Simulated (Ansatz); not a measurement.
Given this structure, the input geometry of an electronic-structure calculation (not necessarily at equilibrium); the starting structure was generated, so it need not be a known form of this composition, written in its standard cell:

```xyz
8
Lattice="3.7120 0.0000 0.0000 0.0000 3.7120 0.0000 0.0000 0.0000 3.7120" Properties=species:S:1:pos:R:3 pbc="T T T"
B     0.0000    0.0000    0.0000
B     1.8560    1.8560    1.8560
B     0.9280    0.0000    1.8560
B     2.7840    0.0000    1.8560
B     1.8560    0.9280    0.0000
B     1.8560    2.7840    0.0000
B     0.0000    1.8560    0.9280
B     0.0000    1.8560    2.7840
```

### Predict the [111] zone-axis pattern (120 kV, kinematic, B = 0.3 Å²).

The spots form a hexagonal net with both shortest vectors at d = 2.62 Å, 60.0° apart. They are 0 -1 1 (itself too weak to see) and 1 -1 0 (itself too weak to see). The pattern has symmetry 6mm. Reflections such as 0 1 -1, 1 -1 0, 1 0 -1 are allowed but too weak to see at this display level.

Strongest reflections with d > 0.81 Å, one of each family (|F|² from tabulated Gaussian fits of the electron scattering factors, times a small damping for the curvature of the Ewald sphere):

| hkl | d (Å) | I (strongest = 100) |
| --- | --- | --- |
| 2 -1 -1 | 1.515 | 100 |
| 3 -1 -2 | 0.992 | 20 |

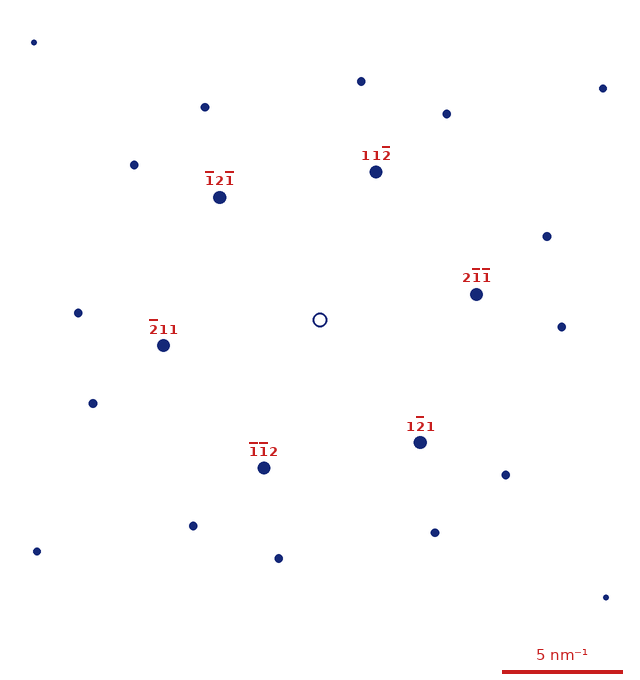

Calculated pattern, seen from the source side with [111] pointing towards the source.
